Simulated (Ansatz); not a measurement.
The structure in question:

```xyz
4
Lattice="3.5708 0.0000 0.0000 -1.7854 3.0924 0.0000 0.0000 0.0000 5.3384" Properties=species:S:1:pos:R:3 pbc="T T T"
Mn    0.0000    0.0000    0.0000
Mn    0.0000    0.0000    2.6692
As    1.7854    1.0308    4.0038
As    0.0000    2.0616    1.3346
```

Describe what this structure looks like.

Answer. The material is MnAs. Space group: P6_3/mmc (No. 194). Lattice: primitive hexagonal. Type of structure: nickel arsenide (NiAs) type. The cell comprises 2 formula units: 2 Mn, 2 As. The polyhedra are MnAs6 octahedra; they share corners, edges and faces. The coordination shell of Mn holds six As in an octahedral arrangement at 2.46 Å. Each As atom has six Mn in a distorted trigonal prismatic arrangement at 2.46 Å around it. Not all metal-metal contacts are counted. The bonds build a three-dimensional framework.

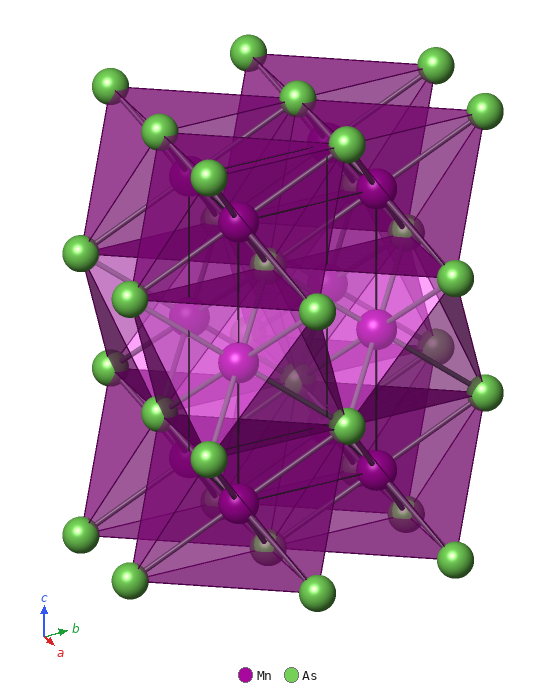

The image is a polyhedral drawing of a crystal, viewed slightly off an axis. The box is the conventional unit cell; atoms on or close to its faces, edges and corners are drawn wherever they repeat. A few atoms beyond the faces are included. Colours: manganese pink, arsenic green.

Origin of the cell: a structure listed in the Materials Project. Earlier steps of the study may have refined or changed the cell and positions. It went into a calculation with Ansatz.
